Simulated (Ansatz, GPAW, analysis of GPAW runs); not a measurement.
**Reproducing a measured hyperfine coupling: neutral SiVN centre in diamond (GPAW)**

Aim: the hyperfine coupling of the neutral SiVN centre in diamond, to be set beside the measurement. Set-up: PBE, plane waves 500 eV, 64-site cell, PBE lattice, k: the zone centre alone then 2x2x2 shifted, valence spin density alone, start relaxed with Ansatz. The model is a cell of 64 host atoms with 1 site emptied, Si put on another atom's site and N put on another atom's site. The isotropic coupling follows from the spin density at the nucleus, the nuclear g-factor and the total spin.

Measured beforehand: Isotropic 14N coupling, printed as -3.586 MHz: -3.556 MHz, by X-band EPR (“Doubly-charged silicon vacancy center, photochromism, and Si-N complexes in co-doped diamond”, 2020, arxiv:2002.01712). The calculation is set beside it at the end.

Main program and level: GPAW 26.7.0; GPAW plane-wave PAW DFT, PBE; relaxation of all atoms of a defect supercell.

## 1. Set-up

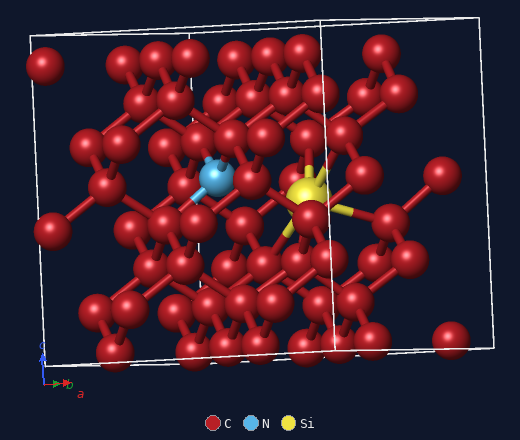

The cell as given, slightly off an axis (carbon red, nitrogen blue, silicon yellow). Bonds to atoms that aren't drawn are left out.

The cell holds 63 atoms: 61 C, 1 N and 1 Si. Its edges and angles: a = 7.144 Å, b = 7.144 Å, c = 7.144 Å, α = 90.0°, β = 90.0°, γ = 90.0°. It derives from C (space group Fd-3m). Nearest the centre at fractional (0.219, 0.219, 0.344): N4 at 1.04 Å, Si7 at 1.08 Å, C10 at 1.97 Å, C9 at 1.98 Å, C6 at 2.09 Å, C5 at 2.09 Å, C1 at 2.27 Å, C41 at 2.30 Å.

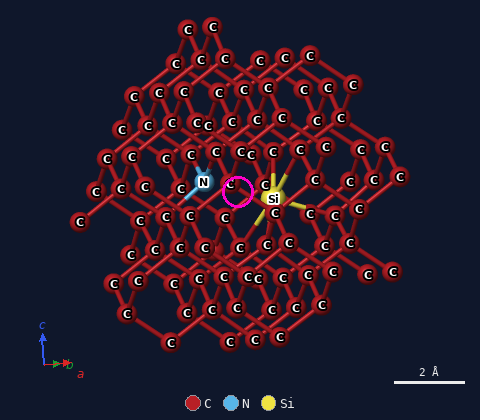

The atoms within 5 Å of the centre. A ring marks the centre wherever it is empty.

The host's primitive cell comes from a first run (GPAW plane-wave PAW DFT, PBE; relaxation of cell and atoms of a defect-free cell): vectors of 2.526, 2.526 and 2.526 Å. That is 5.70 Å³ an atom, 0.4 % over the diffraction cell's volume. The supercell is built on it.

This program's steps are dear, so the start below was first relaxed with Ansatz (plane-wave PAW DFT, PBE; 24 s).

## 2. Relaxation, charge 0

Every later number rests on the structure around the defect, so the atoms are relaxed at the host's lattice first.

Contents of run.py:

```python
import numpy as np
from ase.io import read, write
from ase.parallel import parprint, world
from gpaw import GPAW, PW
from ase.optimize import BFGS

atoms = read('POSCAR')
magmoms = np.zeros(len(atoms))
magmoms[[3, 6, 8, 9]] = 1 / 4
atoms.set_initial_magnetic_moments(magmoms)
calc = GPAW(mode=PW(500),
            xc='PBE',
            kpts={'size': (1, 1, 1), 'gamma': True},
            occupations={'name': 'fermi-dirac', 'width': 0.01, 'fixmagmom': True},
            nbands=135,
            convergence={'density': 1e-05, 'forces': 0.001},
            maxiter=150,
            symmetry='off',
            txt='gpaw.txt')
atoms.calc = calc
opt = BFGS(atoms, trajectory='relax.traj', logfile='-')
done = opt.run(fmax=0.02, steps=80)
parprint('Converged:', done)
energy = atoms.get_potential_energy()
forces = atoms.get_forces()
parprint(f'Energy: {energy:.6f} eV, largest force {np.linalg.norm(forces, axis=1).max():.4f} eV/A')
calc.write('gs.gpw')
write('final.xyz', atoms)
parprint('Moments:', atoms.get_magnetic_moments().round(3))
for s in range(calc.get_number_of_spins()):
    parprint('Levels (eV), spin', s, calc.get_eigenvalues(kpt=0, spin=s)[-16:].round(3))
```

Contents of POSCAR:

```
C  N  C  Si C 
 1.0000000000000000
     7.1439157092080041   -0.0000000000000009   -0.0000000000000000
     0.0000000000000004    7.1439157092080050   -0.0000000000000000
    -0.0000000000000004   -0.0000000000000018    7.1439157092080032
 C   N   C   Si  C  
   3   1   2   1  56
Direct
  0.0022593796563772  0.0025877931285995  0.2553530197071673
  0.0052252823571814  0.2537357718800853  0.0053509606933584
  0.2534093645478309  0.0055476983788664  0.0053479303367916
  0.1213488843942327  0.1216708539539161  0.3907039231571734
  0.1252192548115570  0.3898148963698951  0.1246268814102036
  0.3894832221421054  0.1255431057509578  0.1246279609179294
  0.3224708402716143  0.3227987623712316  0.3115341880483732
  0.0005651507598447  0.0008913288862638  0.7535583601487182
 -0.0039147379712462  0.2471345701229686  0.5052968380610505
  0.2468085264906356 -0.0035872975150019  0.5052991103584336
  0.2500782926376037  0.2504041693387722  0.7514843624756711
  0.1271987810015751  0.1275239738796743  0.8786574581951634
  0.1206564776418818  0.3752983972421594  0.6274364926119120
  0.3749725221296711  0.1209832532219279  0.6274362933832159
  0.3750342786162271  0.3753620960557887  0.8736933021206819
 -0.0026840130836676  0.5051389825963079  0.2494607907858836
  0.0005959348079722  0.7532558931223304  0.0013432554414113
  0.2494061069931713  0.5055813722435476 -0.0029455822303325
  0.2504746397974309  0.7509712508227149  0.2499394556955574
  0.1199262533342997  0.6281438905256820  0.3755627476529624
  0.1279191391163015  0.8793607194467049  0.1282008898310091
  0.3772228792390583  0.6301489344112499  0.1183385284133380
  0.3739522343717043  0.8750698022715069  0.3738128507365100
 -0.0029065836531149  0.5005321091475191  0.7513269649772432
 -0.0028960026732723  0.7509893791598716  0.5014122301646842
  0.2349106824766115  0.5000593611510359  0.5012076166961091
  0.2490260901072983  0.7501771175499543  0.7499774074577750
  0.1241253059288149  0.6280435491491170  0.8730863512274920
  0.1231919094351475  0.8736014303248442  0.6274569962939174
  0.3716005602560049  0.6207289154457614  0.6202459382752498
  0.3760167909186253  0.8760451632395803  0.8746367641538733
  0.5048109937713999 -0.0023598258473421  0.2494611821452026
  0.5052531406821278  0.2497309779830384 -0.0029448765753251
  0.7529292631399045  0.0009229284685608  0.0013435845765523
  0.7506464184405883  0.2508016486249877  0.2499386425498568
  0.6278171238026676  0.1202526751414251  0.3755614920754364
  0.6298200605463907  0.3775506017319365  0.1183376821216769
  0.8790360955011461  0.1282477661418100  0.1282022480458158
  0.8747437210281233  0.3742787796944053  0.3738102457593704
  0.5002083718842062 -0.0025803648165947  0.7513279544485888
  0.4997324136477996  0.2352371603291197  0.5012054717877343
  0.7506640274787374 -0.0025697936555983  0.5014121140237809
  0.7498507091162960  0.2493519174321108  0.7499777648476995
  0.6277155437549437  0.1244522672352403  0.8730873805952354
  0.6204016617492236  0.3719261528976084  0.6202448628112215
  0.8732743702494405  0.1235173304909548  0.6274562903829899
  0.8757177436491015  0.3763421978079675  0.8746371614580635
  0.5012587603861289  0.5015851464442214  0.2344152379303920
  0.5008447244790906  0.7526240209291160 -0.0030861743454583
  0.7522973382499174  0.5011710617618628 -0.0030863971018993
  0.7496120604167021  0.7499377945945035  0.2495464477597691
  0.6214305987503510  0.6217577791120131  0.3706924033491406
  0.6275777691721155  0.8741854785833753  0.1235879202535509
  0.8738584387639441  0.6279054073565530  0.1235867569105669
  0.8747013386685450  0.8750284600006718  0.3761244141292064
  0.4979746771045718  0.4983007859126928  0.7467095941371528
  0.4973531135571243  0.7470538577208666  0.4978300567057428
  0.7467286923128409  0.4976774230325437  0.4978293025059176
  0.7491403911966809  0.7494660009582055  0.7493898694103195
  0.6244738655670564  0.6248002950853698  0.8716663333883654
  0.6237037110470252  0.8724755674117297  0.6239552245157668
  0.8721496689869149  0.6240289822298467  0.6239548014445961
  0.8756396040394158  0.8759663295329673  0.8756899977544457
```

The run is started by

```bash
> OMP_NUM_THREADS=1 mpirun -n 4 gpaw python run.py > stdout
```

What it wrote:

```text
__  _  _
 | _ |_)|_||  |
 |__||  | ||/\| - 26.7.0

Input parameters:
  mode=PW(ecut=500.0),
  convergence={'density': 1e-05, 'forces': 0.001},
  kpts=MonkhorstPack(size=(1, 1, 1), gamma=True),
  maxiter=150,
  nbands=135,
  occupations=Occupations(name='fermi-dirac', width=0.01, fixmagmom=True),
  symmetry=Symmetry(point_group=False, time_reversal=False),
  xc=XC(name='PBE')

Diagonalizing LCAO Hamiltonian
Converting LCAO to pw mode

                 C        C
            C  C     C C
         C   C C  C   C C
          C C   C C  C   C
       C  CC     C C      C
            CCC C   C CC
        C    C C C     CC
         CNC  Si  C C C
          C     C  C C   C
       C   C  C C   C C
        C     C  C     C
            C       C

Atoms  # Å, Bohr magnetons
|    | symbol |         x |         y |         z |    initial magnetic moments |
|----|--------|-----------|-----------|-----------|-----------------------------|
|  0 |      C |  0.016141 |  0.018487 |  1.824220 | ( 0.0000,  0.0000,  0.0000) |
|  1 |      C |  0.037329 |  1.812667 |  0.038227 | ( 0.0000,  0.0000,  0.0000) |
|  2 |      C |  1.810335 |  0.039632 |  0.038205 | ( 0.0000,  0.0000,  0.0000) |
|  3 |      N |  0.866906 |  0.869206 |  2.791156 | ( 0.0000,  0.0000,  0.2500) |
|  4 |      C |  0.894556 |  2.784805 |  0.890324 | ( 0.0000,  0.0000,  0.0000) |
|  5 |      C |  2.782435 |  0.896869 |  0.890332 | ( 0.0000,  0.0000,  0.0000) |
|  6 |     Si |  2.303705 |  2.306047 |  2.225574 | ( 0.0000,  0.0000,  0.2500) |
|  7 |      C |  0.004037 |  0.006368 |  5.383357 | ( 0.0000,  0.0000,  0.0000) |
|  8 |      C | -0.027967 |  1.765509 |  3.609798 | ( 0.0000,  0.0000,  0.2500) |
|  9 |      C |  1.763179 | -0.025627 |  3.609814 | ( 0.0000,  0.0000,  0.2500) |
| 10 |      C |  1.786538 |  1.788866 |  5.368541 | ( 0.0000,  0.0000,  0.0000) |
| 11 |      C |  0.908697 |  0.911021 |  6.277055 | ( 0.0000,  0.0000,  0.0000) |
[...]
Unit cell  # Å
| periodic |         x |         y |         z |  lengths |    angles |
|----------|-----------|-----------|-----------|----------|-----------|
|      yes |  7.143916 | -0.000000 | -0.000000 | 7.143916 | 90.000000 |
|      yes |  0.000000 |  7.143916 | -0.000000 | 7.143916 | 90.000000 |
|      yes | -0.000000 | -0.000000 |  7.143916 | 7.143916 | 90.000000 |

Number of symmetries: 1
Symmetry operations  # r_c * U_cc + t_c -> r_c
|   | kind |            matrix            |
|---|------|------------------------------|
| 0 |  E   |  1, 0, 0,  0, 1, 0,  0, 0, 1 |

BZ-sampling:
  Number of BZ points: 1
  Number of IBZ points: 1

  Monkhorst-Pack size: [1, 1, 1]
  Monkhorst-Pack shift: [0, 0, 0]

K-points  # in reciprocal-cell coordinates
|   |                                coordinates |     weight |
|---|--------------------------------------------|------------|
| 0 | (  0.00000000,   0.00000000,   0.00000000) | 1.00000000 |

Plane wave coefficients: 4586
Cutoff: 500.0 eV

Spin-components: 2 (collinear spins)
Bands:           135
Projectors:      315
Spin-degeneracy: 1
Datatype:        float64

Density:
  Valence electrons: 253.0
  Components: 2
  Grid points: [40 40 40]
  Charge: 0.0  # |e|

Potential:
  Grid points: [40 40 40]

species:
  C:
    name:    Carbon
    Z:       6.0
    valence: 4
    core:    2
    charge:  0.0  # [|e|]
    compensation charges:
      type: gauss
      rc: 0.20  # [Å]
      lmax: 2
    cutoffs:
      filter: 1.14  # [Å]
      core: 1.14  # [Å]
    projectors
    | kind |    occ | energy [eV] | rcut [Å] |
    |------|--------|-------------|----------|
    |   2s |  2.000 |     -13.751 |    0.635 |
    |   2p |  2.000 |      -5.284 |    0.635 |
    |    s |        |      13.461 |    0.635 |
    |    p |        |      21.927 |    0.635 |
    |    d |        |       0.000 |    0.635 |

    Using partial waves for C as LCAO basis

  N:
    name:    Nitrogen
    Z:       7.0
    valence: 5
    core:    2
    charge:  0.0  # [|e|]
    compensation charges:
      type: gauss
      rc: 0.18  # [Å]
      lmax: 2
    cutoffs:
      filter: 1.11  # [Å]
      core: 0.96  # [Å]
    projectors
    | kind |    occ | energy [eV] | rcut [Å] |
    |------|--------|-------------|----------|
    |   2s |  2.000 |     -18.583 |    0.603 |
    |   2p |  3.000 |      -7.089 |    0.529 |
    |    s |        |       8.629 |    0.603 |
    |    p |        |      20.123 |    0.529 |
    |    d |        |       0.000 |    0.577 |

    Using partial waves for N as LCAO basis

  Si:
    name:    Silicon
    Z:       14.0
    valence: 4
    core:    10
    charge:  0.0  # [|e|]
    compensation charges:
      type: gauss
      rc: 0.33  # [Å]
      lmax: 2
    cutoffs:
      filter: 1.86  # [Å]
      core: 2.06  # [Å]
    projectors
    | kind |    occ | energy [eV] | rcut [Å] |
    |------|--------|-------------|----------|
    |   3s |  2.000 |     -10.812 |    1.058 |
    |   3p |  2.000 |      -4.081 |    1.058 |
    |    s |        |      16.399 |    1.058 |
    |    p |        |      23.130 |    1.058 |
    |    d |        |       0.000 |    1.058 |

    Using partial waves for Si as LCAO basis

Reference energy: -72053.380799  # eV

eigensolver:
  PPCG
  Converge bands: occupied
  niter=2

density mixing:
[...]
|iter:   1| | -556.988127c| -4.94 |       |      |  +0.9999|
|iter:   2| | -556.988071c| -6.67 | -3.80 |      |  +0.9999|
|iter:   3| | -556.987935c| -5.55 | -3.87 |      |  +1.0000|
|iter:   4| | -556.987926c| -6.82 | -4.20 |      |  +1.0000|
|iter:   5| | -556.987924c| -7.50c| -4.50 |      |  +1.0000|
|iter:   6| | -556.987924c| -7.71c| -4.83 |      |  +1.0000|
|iter:   7| | -556.987924c| -8.14c| -5.26c|-1.23 |  +1.0000|
|iter:   8| | -556.987924c| -8.75c| -5.70c|-3.35c|  +1.0000|

Converged in 8 steps
SCF loop duration: 13.747 s (1.718 s/step)
Energy contributions relative to reference atoms: (reference = -72053.380799)

Energy contributions:
  Kinetic:         524.988272
  Coulomb:        -480.506782
  Zero:              0.571742
  External:          0.000000
  Xc:             -602.041156
  Entropy:          -0.000000
  Spinorbit:         0.000000
  ----------------------------
  Free energy:    -556.987924
  Extrapolated:   -556.987924

dipole moment: (-0.793256, -0.225714, -0.001490)  # |e|*Ang

Total magnetic moment: (0.000000, 0.000000, 0.999999)

Local magnetic moments
|        x |        y |        z |
|----------|----------|----------|
[...]
Fermi levels: 14.274, 12.889
Eigenvalues  # (at kpt = [0.000, 0.000, 0.000])
| band index |      eig [eV] | occ [0-1] |      eig [eV] | occ [0-1] |
|------------|---------------|-----------|---------------|-----------|
[...]
|        ... |               |           |               |           |
[...]
Gap: 2.664 eV
Transition (v -> c):
  (s=1, k=0, n=126, [0.00, 0.00, 0.00]) -> (s=0, k=0, n=127, [0.00, 0.00, 0.00])
No difference between direct/indirect transitions

Forces  # eV/Ang
|        x |        y |        z |
|----------|----------|----------|
[...]
C        C
            C  C     C C
         C   C C  C   C C
          C C   C C  C   C
       C  CC     C C      C
            CCC C   C CC
        C    C C C     CC
         CNC  Si  C C C
          C     C  C C   C
       C   C  C C   C C
        C     C  C     C
            C       C

Atoms  # Å, Bohr magnetons
|    | symbol |         x |         y |         z |    initial magnetic moments |
|----|--------|-----------|-----------|-----------|-----------------------------|
[...]
|  3 |      N |  0.868761 |  0.871087 |  2.789472 | ( 0.0000,  0.0000,  0.0007) |
[...]
|  6 |     Si |  2.303212 |  2.305548 |  2.225558 | ( 0.0000,  0.0000,  0.0228) |
[...]
| 58 |      C |  5.351804 |  5.354129 |  5.353602 | ( 0.0000,  0.0000,  0.0028) |
| 59 |      C |  4.461143 |  4.463470 |  6.227164 | ( 0.0000,  0.0000,  0.0026) |
| 60 |      C |  4.455633 |  6.232863 |  4.457483 | ( 0.0000,  0.0000,  0.0024) |
| 61 |      C |  6.230535 |  4.457956 |  4.457482 | ( 0.0000,  0.0000,  0.0024) |
| 62 |      C |  6.255462 |  6.257793 |  6.255838 | ( 0.0000,  0.0000,  0.0030) |

Unit cell  # Å
| periodic |         x |         y |         z |  lengths |    angles |
|----------|-----------|-----------|-----------|----------|-----------|
|      yes |  7.143916 | -0.000000 | -0.000000 | 7.143916 | 90.000000 |
|      yes |  0.000000 |  7.143916 | -0.000000 | 7.143916 | 90.000000 |
|      yes | -0.000000 | -0.000000 |  7.143916 | 7.143916 | 90.000000 |

Initialization done in: 1.172 s

convergence criteria:
- Maximum integral of absolute [dens]ity change: 1e-05 electrons / valence electron
- Maximum change in the atomic [forces] across last 2 cycles: 0.001 eV/Ang OR
Maximum error relative to the maximum force is below inf
- Maximum [total energy] change in last 3 cyles: 0.0005 eV / valence electron
- Maximum integral of absolute [eigenst]ate change: 4e-08 eV^2 / valence electron
maximum number of iterations: 150

SCF iterations
|iter     | |      energy | eigst |  dens |force |  magmom |
|---------|-|-------------|-------|-------|------|---------|
|iter:   1| | -556.988305c| -4.97 |       |      |  +1.0000|
|iter:   2| | -556.988244c| -6.69 | -3.75 |      |  +1.0000|
|iter:   3| | -556.988103c| -5.55 | -3.82 |      |  +1.0000|
|iter:   4| | -556.988095c| -6.84 | -4.22 |      |  +1.0000|
|iter:   5| | -556.988093c| -7.57c| -4.50 |      |  +1.0000|
|iter:   6| | -556.988093c| -7.77c| -4.83 |      |  +1.0000|
|iter:   7| | -556.988093c| -8.21c| -5.28c|-1.34 |  +1.0000|
|iter:   8| | -556.988093c| -8.80c| -5.75c|-3.39c|  +1.0000|

Converged in 8 steps
SCF loop duration: 13.761 s (1.720 s/step)
Energy contributions relative to reference atoms: (reference = -72053.380799)

Energy contributions:
  Kinetic:         524.975269
  Coulomb:        -480.498367
  Zero:              0.571880
  External:          0.000000
  Xc:             -602.036876
  Entropy:          -0.000000
  Spinorbit:         0.000000
  ----------------------------
  Free energy:    -556.988093
  Extrapolated:   -556.988093

dipole moment: (-0.820362, -0.252850, -0.016231)  # |e|*Ang

Total magnetic moment: (0.000000, 0.000000, 1.000000)

Local magnetic moments
|        x |        y |        z |
|----------|----------|----------|
[...]
Fermi levels: 14.274, 12.889
Eigenvalues  # (at kpt = [0.000, 0.000, 0.000])
| band index |      eig [eV] | occ [0-1] |      eig [eV] | occ [0-1] |
|------------|---------------|-----------|---------------|-----------|
[...]
|        ... |               |           |               |           |
[...]
|        130 |        16.423 |     0.000 |        16.432 |     0.000 |
|        131 |        16.493 |     0.000 |        16.505 |     0.000 |
|        132 |        16.502 |     0.000 |        16.520 |     0.000 |
|        133 |        16.598 |     0.000 |        16.649 |     0.000 |
|        134 |        16.724 |     0.000 |        16.749 |     0.000 |

Gap: 2.656 eV
Transition (v -> c):
  (s=1, k=0, n=126, [0.00, 0.00, 0.00]) -> (s=0, k=0, n=127, [0.00, 0.00, 0.00])
No difference between direct/indirect transitions

Forces  # eV/Ang
|        x |        y |        z |
|----------|----------|----------|
[...]
| -0.00034 | -0.00033 | -0.00088 |  # C   58
|  0.00013 |  0.00005 |  0.00058 |  # C   59
|  0.00118 |  0.00047 |  0.00028 |  # C   60
|  0.00051 |  0.00122 |  0.00031 |  # C   61
| -0.00004 | -0.00013 | -0.00049 |  # C   62

# Writing to gs.gpw (mode='')
```

Run time: 68 s. Hardware: 4 MPI ranks of Arm Neoverse V1, shared host; peak memory 1.6 GiB.

No atom moved by 0.005 Å in the relaxation.

The atoms nearest to the centre after the run:

```
atom  distance (Å)
  N4         1.034
 Si7         1.075
 C10         1.975
  C9         1.978
  C6         2.094
  C5         2.096
  C1         2.276
 C41         2.306
 C26         2.308
```

Numbers from this step:

| Quantity | Value |
| --- | --- |
| total moment | 1.0000 μB |

[end of part 1 of 2]

[Logs are printed without paths, hosts, clocks, repeated set-up lines and the standing remarks that a program may print on its own settings, such as how far it seeks lower states.]

[Hosts, paths, dates, database ids (printed as entryN), source tags and the programs' standing remarks are cut or masked in the printed files.]

[For some hosts the program warned that the k-mesh of the response run may be too coarse for force constants and the static dielectric constant; such warnings are not shown here.]
